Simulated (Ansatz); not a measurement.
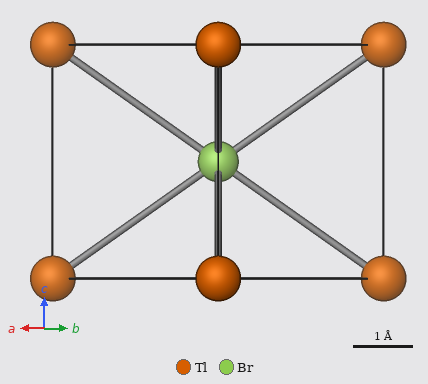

Shown here is a ball-and-stick view of the crystal, taken along [110]. The edges of the conventional unit cell are marked.

Size of the cell: a = 4.00 Å, b = 4.00 Å, c = 4.00 Å, α = 90.00°, β = 90.00°, γ = 90.00°.

Sticks mark Br–Tl up to 3.98 Å (cut-off distances).

The composition is TlBr.

Q: Describe the environment of the Br atoms.

A: Eight Tl in a cubic arrangement at about 3.5 Å.

Q: Describe the connectivity.

A: The bonds build a three-dimensional framework.

Its origin is a structure type known for this compound. The cell was then strained or its atoms displaced on purpose. It was run through Ansatz as a DFT input.
